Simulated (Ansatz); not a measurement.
**Run report: CdTe, geometry relaxation (part 1 of 2)**

- system: CdTe (F-43m, 2 atoms in the cell)
- method: DFT r2SCAN, scalar-relativistic, plane waves, PAW, no spin polarisation (Ansatz 0.2.0)

It belongs to a series of runs on one base structure; here: elastic constants, atoms relaxed.

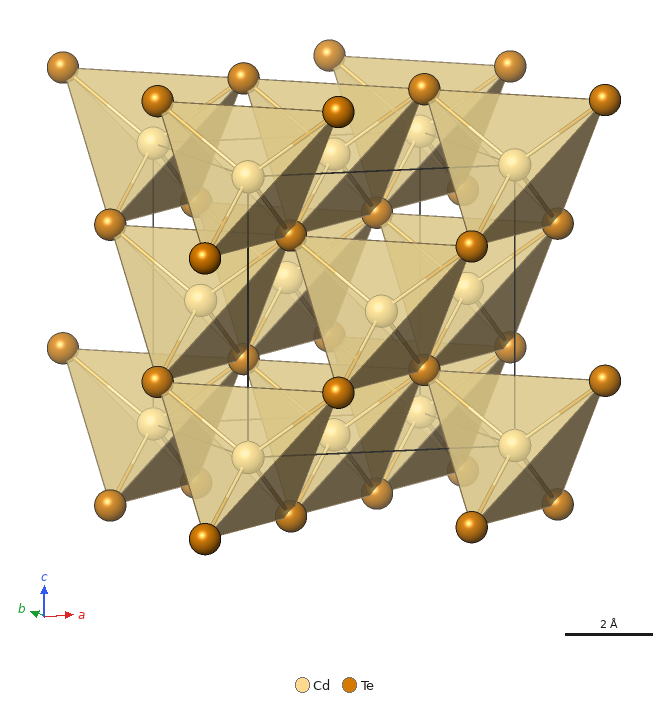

Figure 1. The starting structure (polyhedral view of the cell 4 times as large as that of the calculation, set on its symmetry axes, seen slightly off an axis; polyhedra are completed across the faces of the cell).

Summary

```tsv
quantity	value
outcome	converged
space group (tolerance 0.01 Å)	F-43m (216)
electrons treated	36
free energy	−15264.1407 eV
Fermi energy	7.302 eV
gap on the k-point mesh	1.17 eV
pressure	0.00 GPa
final volume	70.49 Å³
bulk modulus (Hill)	40.3 GPa
shear modulus (Hill)	14.1 GPa
largest force (length of the vector) at the end	under 0.001 eV/Å
final cell	a = 4.637 Å, b = 4.637 Å, c = 4.637 Å, α = 60.00°, β = 60.00°, γ = 60.00°
elastic stability	stable
hardware	4 threads of Arm Neoverse V1, 24 GiB of memory available, shared host
wall time	2.2 min (CPU time 8.6 min)
peak memory	0.83 GiB
```

The input
```yaml
crystal:
  lattice:
    - [0.0, 3.2787246853, 3.2787246853]
    - [3.2787246853, 0.0, 3.2787246853]
    - [3.2787246853, 3.2787246853, 0.0]
  atoms:
    - { symbol: Cd, position: [0.0, 0.0, 0.0] }
    - { symbol: Te, position: [0.25, 0.25, 0.25] }
basis:
  ecutwfc: 500
  ecutrho_ratio: 4
kpoints:
  mp_grid: { grid: [10, 10, 10] }
hamiltonian:
  xc: r2scan
scf:
  occupations: { method: gaussian, width: 0.05 }
output:
  forces: true
  stress: true
  eigenvalues: true
elastic:
  mode: relaxed_ion
  stencil: two_point
```

Launched with:
```bash
ansatz run input.yaml --threads 4 --pin off --max-ram 7168MiB --backend cpu --events-out ev --progress --plain --runs-dir out
```

Log
```
Engine: ansatz 0.2.0, aarch64-unknown-linux-gnu
Pseudopotentials: kind: paw
Pseudopotential: Cd, paw, valence charge 20, recommended cutoff 500 eV (meta_gga), Cd.paw.azcp
Pseudopotential: Te, paw, valence charge 16, recommended cutoff 500 eV (meta_gga), Te.paw.azcp
Functional definition: r2SCAN
  parameter k0 = 0.174
  parameter k1 = 0.065
  parameter a1 = 4.9479
  exchange = r2scan_x(k0 = k0, k1 = k1, a1 = a1)
  correlation = r2scan_c
Crystal: 2 atoms, lattice volume = 70.493 Å³
Basis set: ecut = 500 eV, 1807 PW (Γ), exchange–correlation on 144×144×144 points (64 copies of the dense FFT grid, shifted against one another)
Bands: 22, of which v1, the nominal top of the filled ones, is band 18 counted from 1 (17 counted from 0)
Symmetry: 24 space group operations
Space group: F-43m (ITA 216), of the structure as read, at distance tolerance 4.1e-5 Å
k-points: 47 of 1000 (time reversal used)
Non-local potential: Cd, projectors of the file, l = 0: 3, l = 1: 2, l = 2: 2, l = 3: 1
Non-local potential: Te, projectors of the file, l = 0: 2, l = 1: 2, l = 2: 2, l = 3: 2
PAW form: soft (Blöchl's): semilocal exchange-correlation on the pseudo side does not see the compensation charge
PAW frozen core: Cd, regenerated for the run's functional (the file was generated under x = pbe(κ = 0.804, μ = 0.2195149727645171), c = pbe(β = 0.06672455060314922))
PAW frozen core: Te, regenerated for the run's functional (the file was generated under x = pbe(κ = 0.804, μ = 0.2195149727645171), c = pbe(β = 0.06672455060314922))
PAW one-centre angular grid: Cd, 590 points (default); XC on 160 Gauss nodes
PAW one-centre angular grid: Te, 590 points (default); XC on 160 Gauss nodes
Initial density: superposition of atomic densities (neutral atoms: chi_scale 0, normalization atom), corrected by the library's trained network
Initial wavefunctions: pseudopotential atomic-orbital guess
Functional: x = r2scan, c = r2scan; τ floored in thin density (d = 2e-4 eV/Å³)
SCF iter   1: F=—  HF=-15264.134396 eV  |F-HF|=—  |Δ(HF+E_count)|=         —  Δρ=4.38e-3  dr2=8.49e-3  dr2_τ=1.07e-2  ethr=1.77e-3  ⟨swp⟩=6.1  Hψ=4924  notcnv=0
preconditioner: auto → none  [insulator: Δε(μ)=1.119 eV  Ē_g=11.923 eV  σ=0.050 eV  W_gap=1.00  n_scr=14 (ndim 8)  ℏωp=18.8 eV  f_vac=0.200  D(μ)=0.00/eV (n_scr^D=0)  ε∞_Penn≈3.5]
SCF iter   2: F=—  HF=-15264.139974 eV  |F-HF|=—  |Δ(HF+E_count)|=   5.58e-3  Δρ=2.22e-3  dr2=1.49e-3  dr2_τ=3.29e-4  ethr=2.36e-5  ⟨swp⟩=2.7  Hψ=2371  notcnv=0
SCF iter   3: F=—  HF=-15264.140570 eV  |F-HF|=—  |Δ(HF+E_count)|=   5.96e-4  Δρ=1.02e-3  dr2=3.54e-4  dr2_τ=4.41e-5  ethr=4.14e-6  ⟨swp⟩=2.0  Hψ=1406  notcnv=0
SCF iter   4: F=—  HF=-15264.140753 eV  |F-HF|=—  |Δ(HF+E_count)|=   1.83e-4  Δρ=9.98e-5  dr2=5.73e-6  dr2_τ=3.71e-7  ethr=9.85e-7  ⟨swp⟩=2.0  Hψ=1880  notcnv=0
SCF iter   5: F=—  HF=-15264.140733 eV  |F-HF|=—  |Δ(HF+E_count)|=   2.03e-5  Δρ=2.71e-5  dr2=2.32e-7  dr2_τ=1.90e-8  ethr=1.59e-8  ⟨swp⟩=2.0  Hψ=1824  notcnv=0
SCF iter   6: F=—  HF=-15264.140714 eV  |F-HF|=—  |Δ(HF+E_count)|=   1.89e-5  Δρ=5.67e-6  dr2=7.98e-9  dr2_τ=1.00e-9  ethr=6.44e-10  ⟨swp⟩=2.9  Hψ=1919  notcnv=0
SCF iter   7: F=—  HF=-15264.140714 eV  |F-HF|=—  |Δ(HF+E_count)|=   7.04e-9  Δρ=4.14e-7  dr2=6.06e-11  dr2_τ=7.30e-12  ethr=2.22e-11  ⟨swp⟩=2.0  Hψ=1457  notcnv=0
SCF iter   8: F=—  HF=-15264.140714 eV  |F-HF|=—  |Δ(HF+E_count)|=  5.82e-11  Δρ=4.74e-8  dr2=9.10e-13  dr2_τ=2.23e-13  ethr=1.68e-13 (applied; sched 1.00e-12)  ⟨swp⟩=2.0  Hψ=1880  notcnv=0
SCF iter   9: F=-15264.140714 eV  HF=-15264.140714 eV  |F-HF|=3.64e-12  |Δ(HF+E_count)|=  7.28e-12  Δρ=6.27e-9  dr2=2.43e-14  dr2_τ=2.12e-15  ethr=1.00e-12  ⟨swp⟩=5.2  Hψ=3798  notcnv=0
SCF 1 converged in 9 iterations: F = -15264.140714 eV  dr2 = 2.43e-14
  greatest PAW one-centre occupation: 1.001 electrons in one spin orbital (limit 2), on the Cd atom at site 0 (counted from 0), in its partial waves of l = 1
Initial density: handed on by an earlier stage of this run
Initial wavefunctions: those handed on with the density
iter 1 solved again at ethr=1.00e-12 eV; its pass at ethr=3.10e-3 eV (dr2=2.39e-14 eV) is discarded
SCF iter   1: F=—  HF=-15264.140714 eV  |F-HF|=—  |Δ(HF+E_count)|=         —  Δρ=6.31e-9  dr2=2.48e-14  dr2_τ=2.13e-15  ethr=1.00e-12  ⟨swp⟩=2.0  Hψ=5488  notcnv=0
preconditioner: auto → none  [insulator: Δε(μ)=1.166 eV  Ē_g=11.883 eV  σ=0.050 eV  W_gap=1.00  n_scr=14 (ndim 8)  ℏωp=18.8 eV  f_vac=0.198  D(μ)=0.00/eV (n_scr^D=0)  ε∞_Penn≈3.5]
SCF iter   2: F=-15264.140714 eV  HF=-15264.140714 eV  |F-HF|=1.82e-12  |Δ(HF+E_count)|=    0.00e0  Δρ=1.95e-9  dr2=3.42e-15  dr2_τ=1.21e-16  ethr=1.00e-12  ⟨swp⟩=5.0  Hψ=3786  notcnv=0
SCF 2 converged in 2 iterations: F = -15264.140714 eV  dr2 = 3.42e-15
Crystal: 2 atoms, lattice volume = 70.352 Å³
Symmetry: 8 space group operations
k-points: 102 of 1000 (time reversal used)
iter 1 solved again at ethr=2.49e-8 eV; its pass at ethr=3.10e-3 eV (dr2=8.95e-6 eV) is discarded
SCF iter   1: F=—  HF=-15264.140456 eV  |F-HF|=—  |Δ(HF+E_count)|=         —  Δρ=1.08e-4  dr2=7.92e-6  dr2_τ=1.85e-4  ethr=2.49e-8  ⟨swp⟩=3.0  Hψ=13026  notcnv=0
preconditioner: auto → none  [insulator: Δε(μ)=1.164 eV  Ē_g=11.892 eV  σ=0.050 eV  W_gap=1.00  n_scr=14 (ndim 8)  ℏωp=18.8 eV  f_vac=0.197  D(μ)=0.00/eV (n_scr^D=0)  ε∞_Penn≈3.5]
SCF iter   2: F=—  HF=-15264.140691 eV  |F-HF|=—  |Δ(HF+E_count)|=   2.35e-4  Δρ=5.96e-5  dr2=3.31e-6  dr2_τ=1.54e-7  ethr=2.20e-8  ⟨swp⟩=2.8  Hψ=4228  notcnv=0
SCF iter   3: F=—  HF=-15264.140662 eV  |F-HF|=—  |Δ(HF+E_count)|=   2.96e-5  Δρ=3.42e-5  dr2=8.65e-7  dr2_τ=3.24e-8  ethr=9.20e-9  ⟨swp⟩=2.0  Hψ=2517  notcnv=0
SCF iter   4: F=—  HF=-15264.140662 eV  |F-HF|=—  |Δ(HF+E_count)|=   4.16e-7  Δρ=7.50e-6  dr2=2.30e-8  dr2_τ=1.04e-9  ethr=2.40e-9  ⟨swp⟩=2.0  Hψ=3978  notcnv=0
SCF iter   5: F=—  HF=-15264.140662 eV  |F-HF|=—  |Δ(HF+E_count)|=  5.06e-10  Δρ=3.25e-6  dr2=1.22e-8  dr2_τ=1.45e-10  ethr=6.40e-11  ⟨swp⟩=2.0  Hψ=3672  notcnv=0
SCF iter   6: F=—  HF=-15264.140662 eV  |F-HF|=—  |Δ(HF+E_count)|=   1.93e-9  Δρ=2.32e-6  dr2=2.79e-9  dr2_τ=3.04e-11  ethr=3.38e-11  ⟨swp⟩=2.0  Hψ=2813  notcnv=0
SCF iter   7: F=—  HF=-15264.140662 eV  |F-HF|=—  |Δ(HF+E_count)|=  4.78e-10  Δρ=7.40e-7  dr2=3.51e-10  dr2_τ=5.94e-12  ethr=7.76e-12  ⟨swp⟩=2.0  Hψ=2848  notcnv=0
SCF iter   8: F=—  HF=-15264.140662 eV  |F-HF|=—  |Δ(HF+E_count)|=  1.09e-11  Δρ=4.93e-8  dr2=1.21e-12  dr2_τ=3.56e-14  ethr=9.76e-13 (applied; sched 1.00e-12)  ⟨swp⟩=2.0  Hψ=4075  notcnv=0
SCF iter   9: F=-15264.140662 eV  HF=-15264.140662 eV  |F-HF|=0.00e0  |Δ(HF+E_count)|=  7.28e-12  Δρ=4.74e-9  dr2=9.78e-15  dr2_τ=1.13e-15  ethr=1.00e-12  ⟨swp⟩=3.4  Hψ=9720  notcnv=0
SCF 3 converged in 9 iterations: F = -15264.140662 eV  dr2 = 9.78e-15
Crystal: 2 atoms, lattice volume = 70.634 Å³
iter 1 solved again at ethr=3.55e-12 eV; its pass at ethr=3.10e-3 eV (dr2=1.28e-9 eV) is discarded
SCF iter   1: F=—  HF=-15264.140666 eV  |F-HF|=—  |Δ(HF+E_count)|=         —  Δρ=6.47e-6  dr2=1.21e-9  dr2_τ=5.45e-9  ethr=3.55e-12  ⟨swp⟩=3.2  Hψ=13482  notcnv=0
preconditioner: auto → none  [insulator: Δε(μ)=1.157 eV  Ē_g=11.874 eV  σ=0.050 eV  W_gap=1.00  n_scr=14 (ndim 8)  ℏωp=18.7 eV  f_vac=0.198  D(μ)=0.00/eV (n_scr^D=0)  ε∞_Penn≈3.5]
SCF iter   2: F=—  HF=-15264.140666 eV  |F-HF|=—  |Δ(HF+E_count)|=   2.39e-7  Δρ=3.22e-6  dr2=3.90e-10  dr2_τ=2.33e-9  ethr=3.36e-12  ⟨swp⟩=2.6  Hψ=4177  notcnv=0
SCF iter   3: F=—  HF=-15264.140666 eV  |F-HF|=—  |Δ(HF+E_count)|=   3.68e-9  Δρ=1.80e-6  dr2=6.98e-11  dr2_τ=7.24e-10  ethr=1.08e-12  ⟨swp⟩=2.0  Hψ=3162  notcnv=0
SCF iter   4: F=—  HF=-15264.140666 eV  |F-HF|=—  |Δ(HF+E_count)|=  4.00e-11  Δρ=1.52e-7  dr2=3.43e-12  dr2_τ=3.63e-12  ethr=1.94e-13 (applied; sched 1.00e-12)  ⟨swp⟩=2.2  Hψ=3795  notcnv=0
SCF iter   5: F=—  HF=-15264.140666 eV  |F-HF|=—  |Δ(HF+E_count)|=  3.27e-11  Δρ=3.16e-8  dr2=1.05e-12  dr2_τ=5.74e-14  ethr=9.54e-15 (applied; sched 1.00e-12)  ⟨swp⟩=2.0  Hψ=3978  notcnv=0
SCF iter   6: F=—  HF=-15264.140666 eV  |F-HF|=—  |Δ(HF+E_count)|=    0.00e0  Δρ=1.36e-8  dr2=1.06e-13  dr2_τ=3.38e-15  ethr=2.91e-15 (applied; sched 1.00e-12)  ⟨swp⟩=2.0  Hψ=3070  notcnv=0
SCF iter   7: F=-15264.140666 eV  HF=-15264.140666 eV  |F-HF|=0.00e0  |Δ(HF+E_count)|=    0.00e0  Δρ=2.02e-9  dr2=9.56e-16  dr2_τ=4.51e-16  ethr=1.00e-12  ⟨swp⟩=4.6  Hψ=7327  notcnv=0
SCF 4 converged in 7 iterations: F = -15264.140666 eV  dr2 = 9.56e-16
Symmetry: 4 space group operations
k-points: 171 of 1000 (time reversal used)
Initial wavefunctions: pseudopotential atomic-orbital guess (no wavefunctions were taken with the density)
iter 1 solved again at ethr=5.35e-6 eV; its pass at ethr=3.10e-3 eV (dr2=1.93e-3 eV) is discarded
SCF iter   1: F=—  HF=-15264.141394 eV  |F-HF|=—  |Δ(HF+E_count)|=         —  Δρ=2.12e-3  dr2=1.91e-3  dr2_τ=1.10e-4  ethr=5.35e-6  ⟨swp⟩=2.6  Hψ=24433  notcnv=0
preconditioner: auto → none  [insulator: Δε(μ)=1.154 eV  Ē_g=11.883 eV  σ=0.050 eV  W_gap=1.00  n_scr=14 (ndim 8)  ℏωp=18.8 eV  f_vac=0.198  D(μ)=0.00/eV (n_scr^D=0)  ε∞_Penn≈3.5]
SCF iter   2: F=—  HF=-15264.140720 eV  |F-HF|=—  |Δ(HF+E_count)|=   6.75e-4  Δρ=8.84e-4  dr2=2.46e-4  dr2_τ=6.95e-6  ethr=5.31e-6  ⟨swp⟩=2.9  Hψ=6557  notcnv=0
SCF iter   3: F=—  HF=-15264.140698 eV  |F-HF|=—  |Δ(HF+E_count)|=   2.20e-5  Δρ=1.49e-4  dr2=1.01e-5  dr2_τ=1.65e-6  ethr=6.83e-7  ⟨swp⟩=2.0  Hψ=6732  notcnv=0
SCF iter   4: F=—  HF=-15264.140689 eV  |F-HF|=—  |Δ(HF+E_count)|=   8.51e-6  Δρ=3.39e-5  dr2=2.90e-7  dr2_τ=2.16e-8  ethr=2.81e-8  ⟨swp⟩=2.0  Hψ=6156  notcnv=0
SCF iter   5: F=—  HF=-15264.140679 eV  |F-HF|=—  |Δ(HF+E_count)|=   9.81e-6  Δρ=6.53e-6  dr2=2.09e-8  dr2_τ=2.85e-9  ethr=8.06e-10  ⟨swp⟩=2.0  Hψ=6840  notcnv=0
SCF iter   6: F=—  HF=-15264.140679 eV  |F-HF|=—  |Δ(HF+E_count)|=   6.12e-9  Δρ=1.22e-6  dr2=8.48e-10  dr2_τ=9.26e-11  ethr=5.81e-11  ⟨swp⟩=2.0  Hψ=6156  notcnv=0
SCF iter   7: F=—  HF=-15264.140679 eV  |F-HF|=—  |Δ(HF+E_count)|=  4.49e-10  Δρ=5.22e-7  dr2=1.78e-10  dr2_τ=7.91e-12  ethr=2.36e-12  ⟨swp⟩=2.0  Hψ=6665  notcnv=0
SCF iter   8: F=—  HF=-15264.140679 eV  |F-HF|=—  |Δ(HF+E_count)|=  4.00e-11  Δρ=1.15e-7  dr2=5.91e-12  dr2_τ=6.66e-13  ethr=4.96e-13 (applied; sched 1.00e-12)  ⟨swp⟩=2.1  Hψ=6676  notcnv=0
SCF iter   9: F=—  HF=-15264.140679 eV  |F-HF|=—  |Δ(HF+E_count)|=  3.64e-12  Δρ=2.46e-8  dr2=2.13e-13  dr2_τ=1.91e-14  ethr=1.64e-14 (applied; sched 1.00e-12)  ⟨swp⟩=2.0  Hψ=5307  notcnv=0
SCF iter  10: F=-15264.140679 eV  HF=-15264.140679 eV  |F-HF|=0.00e0  |Δ(HF+E_count)|=    0.00e0  Δρ=3.86e-9  dr2=8.43e-15  dr2_τ=4.89e-16  ethr=1.00e-12  ⟨swp⟩=5.0  Hψ=13155  notcnv=0
SCF 5 converged in 10 iterations: F = -15264.140679 eV  dr2 = 8.43e-15
relax step   1: F+E_penalty+E_count = -15264.14067926 eV  Δ(F+E_penalty+E_count) = +0.000e0 eV  max|allowed force component| = 1.060e-2 eV/Å  Δτ_max = 0.0000 Å  (10 SCF iters, accepted)
iter 1 solved again at ethr=3.54e-8 eV; its pass at ethr=3.10e-3 eV (dr2=1.27e-5 eV) is discarded
SCF iter   1: F=—  HF=-15264.140448 eV  |F-HF|=—  |Δ(HF+E_count)|=         —  Δρ=1.49e-4  dr2=1.43e-5  dr2_τ=4.74e-4  ethr=3.54e-8  ⟨swp⟩=2.0  Hψ=17478  notcnv=0
preconditioner: auto → none  [insulator: Δε(μ)=1.161 eV  Ē_g=11.883 eV  σ=0.050 eV  W_gap=1.00  n_scr=14 (ndim 8)  ℏωp=18.8 eV  f_vac=0.198  D(μ)=0.00/eV (n_scr^D=0)  ε∞_Penn≈3.5]
SCF iter   2: F=—  HF=-15264.140710 eV  |F-HF|=—  |Δ(HF+E_count)|=   2.62e-4  Δρ=5.74e-5  dr2=3.02e-6  dr2_τ=4.29e-7  ethr=3.54e-8  ⟨swp⟩=2.6  Hψ=6939  notcnv=0
SCF iter   3: F=—  HF=-15264.140691 eV  |F-HF|=—  |Δ(HF+E_count)|=   1.94e-5  Δρ=3.56e-5  dr2=6.83e-7  dr2_τ=4.25e-8  ethr=8.39e-9  ⟨swp⟩=2.4  Hψ=4890  notcnv=0
SCF iter   4: F=—  HF=-15264.140691 eV  |F-HF|=—  |Δ(HF+E_count)|=   2.51e-7  Δρ=6.81e-6  dr2=1.48e-8  dr2_τ=3.02e-9  ethr=1.90e-9  ⟨swp⟩=2.0  Hψ=6840  notcnv=0
SCF iter   5: F=—  HF=-15264.140691 eV  |F-HF|=—  |Δ(HF+E_count)|=   1.66e-9  Δρ=2.34e-6  dr2=3.75e-9  dr2_τ=6.75e-11  ethr=4.11e-11  ⟨swp⟩=2.0  Hψ=6156  notcnv=0
SCF iter   6: F=—  HF=-15264.140691 eV  |F-HF|=—  |Δ(HF+E_count)|=  6.26e-10  Δρ=8.45e-7  dr2=5.31e-10  dr2_τ=1.53e-11  ethr=1.04e-11  ⟨swp⟩=2.0  Hψ=6107  notcnv=0
SCF iter   7: F=—  HF=-15264.140691 eV  |F-HF|=—  |Δ(HF+E_count)|=  9.46e-11  Δρ=3.37e-7  dr2=8.29e-11  dr2_τ=1.26e-12  ethr=1.47e-12  ⟨swp⟩=2.0  Hψ=6118  notcnv=0
SCF iter   8: F=—  HF=-15264.140691 eV  |F-HF|=—  |Δ(HF+E_count)|=    0.00e0  Δρ=1.60e-7  dr2=1.90e-11  dr2_τ=3.06e-13  ethr=2.30e-13 (applied; sched 1.00e-12)  ⟨swp⟩=2.8  Hψ=6157  notcnv=0
SCF iter   9: F=—  HF=-15264.140691 eV  |F-HF|=—  |Δ(HF+E_count)|=  7.28e-12  Δρ=2.78e-8  dr2=5.77e-13  dr2_τ=7.00e-15  ethr=5.27e-14 (applied; sched 1.00e-12)  ⟨swp⟩=2.0  Hψ=6840  notcnv=0
SCF iter  10: F=-15264.140691 eV  HF=-15264.140691 eV  |F-HF|=7.28e-12  |Δ(HF+E_count)|=  3.64e-12  Δρ=1.98e-9  dr2=2.16e-15  dr2_τ=3.84e-16  ethr=1.00e-12  ⟨swp⟩=4.9  Hψ=13385  notcnv=0
SCF 6 converged in 10 iterations: F = -15264.140691 eV  dr2 = 2.16e-15
relax step   2: F+E_penalty+E_count = -15264.14069117 eV  Δ(F+E_penalty+E_count) = -1.190e-5 eV  max|allowed force component| = 3.930e-3 eV/Å  Δτ_max = 0.0018 Å  (10 SCF iters, accepted)
```
